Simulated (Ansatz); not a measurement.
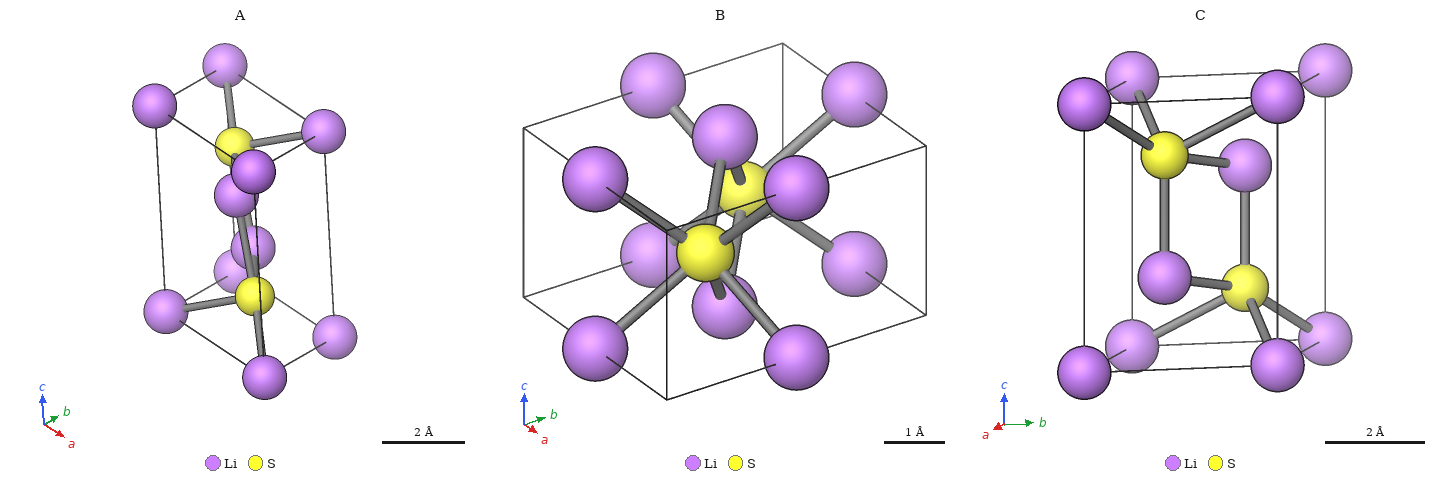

Three structures of Li₃S₂, each relaxed to rest (conventional cells in solid outline, small ones repeated, each panel with its own scale). Method: DFT PBE, scalar-relativistic, plane waves, PAW in Ansatz 0.2.0, without spin polarisation.

**Give the type and space group of each panel.**

A: 5 atoms a cell on a primitive triclinic lattice, P-1; B: 5 atoms a cell on a primitive hexagonal lattice, P6/mmm; C: 5 atoms a cell on a primitive hexagonal lattice, P-3m1.

**Rank them by energy, lowest first.**

A, then B (+19 meV/atom) and C (+53 meV/atom), energies at zero smearing.

**Collect the results in a table.**

| panel | structure | E − E(lowest) (meV/atom) | volume (Å³/atom) | gap (eV) |
| --- | --- | --- | --- | --- |
| A | P-1 | 0 | 15.7 | metal |
| B | P6/mmm | 19 | 23.6 | metal |
| C | P-3m1 | 53 | 15.9 | metal |

Some of these may be structure types tried for this composition rather than known phases, and the most stable form need not be among them. Gaps are taken on the k-mesh or band path of each run.
